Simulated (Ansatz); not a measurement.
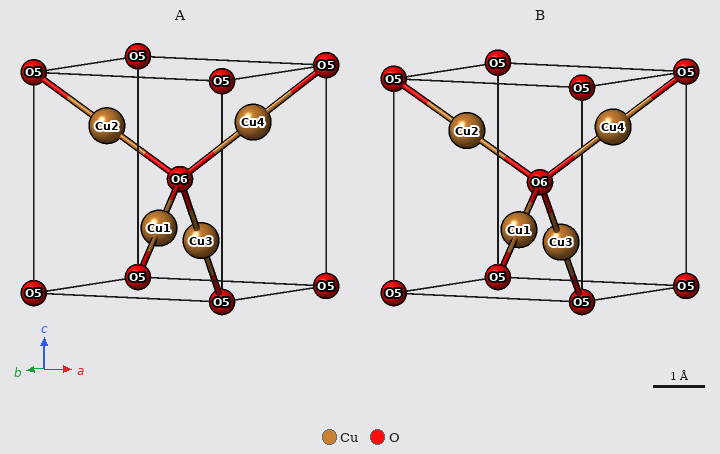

Two geometries of crystalline Cu2O (set up in Pn-3m): one is the relaxed structure, the other was perturbed away from it. Style: ball-and-stick. Shown: the cell of the calculation, from a free direction.

Theory: Ansatz, DFT PBE, scalar-relativistic, plane waves, PAW. (plane-wave cutoff 420 eV; k-point mesh 8 × 8 × 8; occupations gaussian; smearing width 0.02 eV; no spin polarisation)

### Which one is perturbed?

Structure A is the perturbed one. Strain along c alone, +3.0 %, is applied. Symmetry leaves the atoms no freedom, so this is a single point. It costs 4.5 meV per atom. The pressure goes from 0.0 to −3.1 GPa. The principal stresses (compression positive) are −3.5 GPa along c and −2.9 GPa across it. All forces vanish by symmetry. Among the bonded contacts that change: Cu–O 1.861 → 1.880 Å. The space group (tolerance 0.01 Å) goes from Pn-3m (No. 224) to P4_2/nnm (No. 134).
